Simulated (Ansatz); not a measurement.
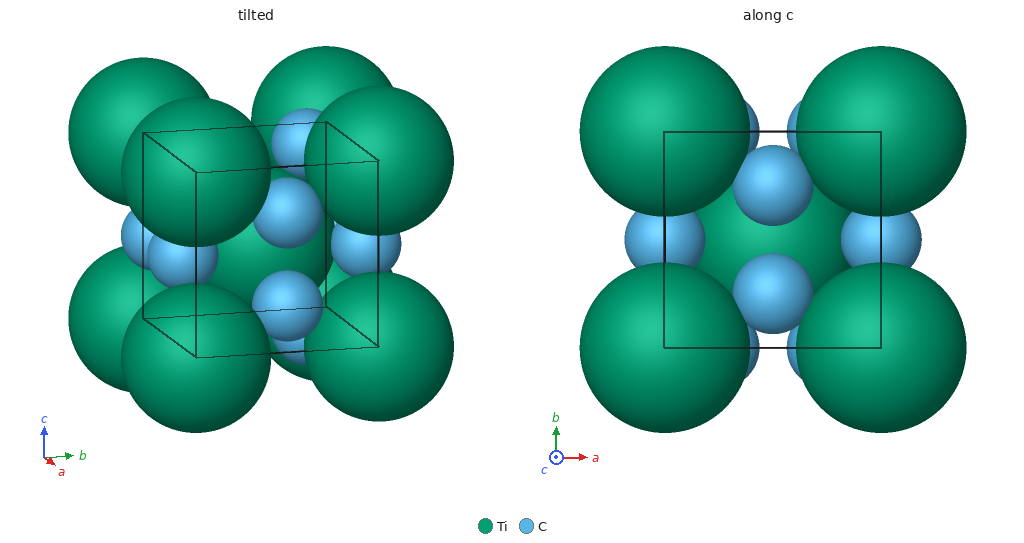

The figure gives a space-filling picture of the atoms, viewed slightly off an axis and along the c axis. Thin lines show the conventional unit cell, with boundary atoms drawn in all their periodic places. Cell: a = 4.06 Å, b = 4.06 Å, c = 4.06 Å, α = 90.00°, β = 90.00°, γ = 90.00°.

Origin of the cell: a structure type filled with these elements by a generator (whether the compound takes this form wasn't checked). Earlier steps of the study may have refined or changed the cell and positions. A calculation with Ansatz used it as input.

In words:

The compound is TiC3. Space group: Pm-3n (No. 223). Lattice: primitive cubic. Its structure type: Cr₃Si (A15) type. With Z = 2, the cell contains 2 Ti, 6 C. Ti is coordinated by twelve C at about 2.3 Å. Each C has four Ti in a distorted tetrahedral arrangement at about 2.3 Å. Not all metal-metal contacts are counted.

All computed values are from Ansatz 0.2.0, DFT PBE, scalar-relativistic, plane waves, PAW. Settings: E_cut = 420 eV, 10×10×10 k-mesh, Gaussian smearing of 0.1 eV, no spin polarisation.

Is the electronic structure metallic or gapped?

A metal: bands cross the Fermi level.

State the Bader charges by element.

Ti +1.69 e; C -0.56 e.

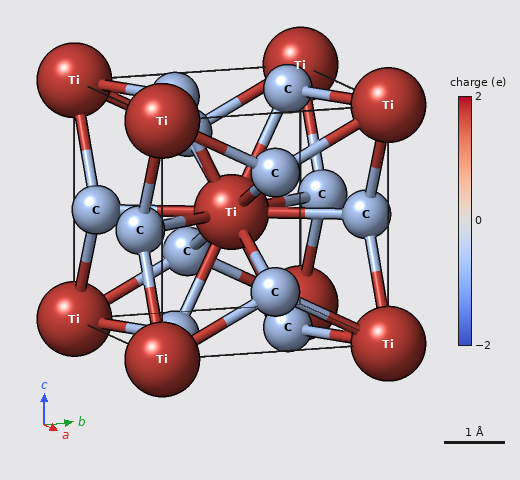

The atoms coloured by those charges. The run's cell of 8 atoms is drawn.

Is this an equilibrium geometry for the method given?

Yes. All forces vanish to within 0.01 eV/Å. The pressure is 0.0 GPa, close to zero.
